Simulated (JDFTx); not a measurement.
**A series of single points on PtS$_{2}$**

System: PtS$_{2}$ (3 atoms in the cell).
Method: Kohn-Sham DFT of a periodic cell, PBEsol, PseudoDojo-SR-PBEsol-0.4.1-standard, no spin polarisation (JDFTx 1.7.0 (patched build)).

The 7 runs differ only in the geometry, by an even scaling of the cell at fixed fractional positions. The structure derives from an entry of the Crystallography Open Database.

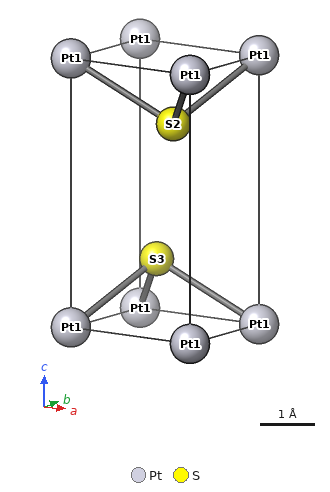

Figure 1. The structure of run 4 (ball-and-stick view of the cell of the calculation, seen slightly off an axis; atoms are numbered from 1 in the order of the input). An atom can appear more than once, as a periodic image.

## Input of run 4
```
lattice \
    6.6956776048    -3.3478388024     0.0000000000 \
    0.0000000000     5.7986269013     0.0000000000 \
    0.0000000000     0.0000000000     9.5219519968
coords-type Lattice
ion Pt     0.0000000000     0.0000000000     0.0000000000 1
ion S      0.6666666667     0.3333333333     0.7730000000 1
ion S      0.3333333333     0.6666666667     0.2270000000 1

ion-species pseudo/Pt.upf
ion-species pseudo/S.upf
elec-cutoff 42 336
elec-ex-corr gga-PBEsol
kpoint-folding 9 9 5
elec-smearing Fermi 0.0018374661
elec-n-bands 22
electronic-SCF nIterations 100 energyDiffThreshold 1e-09
electronic-minimize nIterations 30 energyDiffThreshold 1e-7
forces-output-coords Cartesian

dump-name run.$VAR
dump End Ecomponents EigStats BandEigs Kpoints Forces Stress ElecDensity Dtot KEdensity
```

Command:
```bash
jdftx -c 1 -i PtS2.in -o PtS2.out
```

Lattice vectors (Å) and fractional positions of run 4:
```
   3.543200    0.000000    0.000000
  -1.771600    3.068501    0.000000
   0.000000    0.000000    5.038800
Pt  0.000000  0.000000  0.000000
S   0.666667  0.333333  0.773000
S   0.333333  0.666667  0.227000
```

Run 6 differs from it as follows:
```diff
-    6.6956776048    -3.3478388024     0.0000000000 \
-    0.0000000000     5.7986269013     0.0000000000 \
-    0.0000000000     0.0000000000     9.5219519968
+    6.7837887302    -3.3918943651     0.0000000000 \
+    0.0000000000     5.8749333744     0.0000000000 \
+    0.0000000000     0.0000000000     9.6472552083
```

## Results, with one run withheld

```csv
run,volume per atom (Å³),"free energy per atom, from the lowest run given (meV)",pressure (GPa),gap on the mesh (eV)
1,17.165,92.86,18.18,1.00
2,17.531,56.53,13.75,0.99
3,17.896,29.79,9.77,0.97
4,18.261,11.62,6.22,0.95
5,18.626,1.12,3.03,0.93
6,18.992,?,?,?
7,19.357,0.00,−2.36,0.89
```

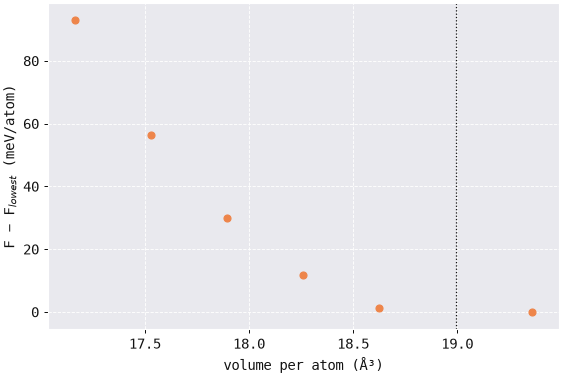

Figure 2. Free energy per atom of the runs given; the dotted line marks run 6.

What should run 6 give?

A cubic polynomial in V^(−2/3) (the Birch–Murnaghan form), fitted to the 6 runs given, misses them by at most 0.02 meV per atom. With x = V^(−2/3) − 0.14498 Å⁻², it reads F = 17.932 + 8901.4 x + 9.7649e+05 x² + 2.0581e+06 x³ (meV per atom). At run 6 it gives −2.54 meV per atom, and the run itself gives −2.51. The slope of the fit gives a pressure −dF/dV of 0.19 GPa there, and the run prints 0.18 GPa. The fit has its minimum at 19.018 Å³ per atom, where V d²F/dV² gives 140 GPa. Cell shape and fractional positions are held, so this is the stiffness under even scaling; the relaxed bulk modulus wasn't computed and can be far lower in a crystal of layers, chains or molecules like this one. The gap on the mesh goes, without turning, from 1.00 eV in run 1 to 0.89 eV in run 7; run 6 has 0.91 eV. These are gaps of this functional on this mesh, which can miss the band edges; they aren't the measured gap.

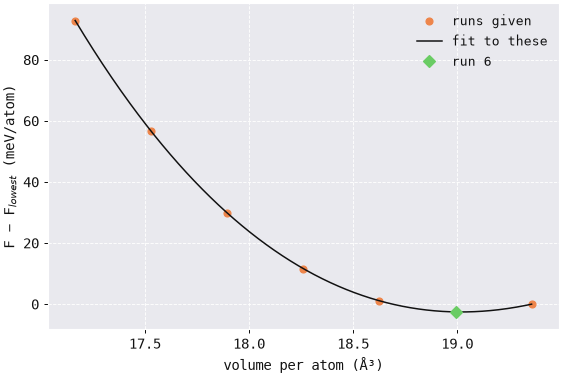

Figure 3. The fit and the withheld run.

## Some lines of the output (run 6)
```
[...]
unit cell volume = 384.485
     Etot =     -141.8028172119221892
        F =     -141.8028176514665688
	HOMO-LUMO gap: +0.033342
	Optical gap  : +0.034955 at state 9 ( [ +0.000000 +0.222222 +0.200000 ] spin 0 )
```

Notes: Spin–orbit coupling is left out, which matters for Pt.
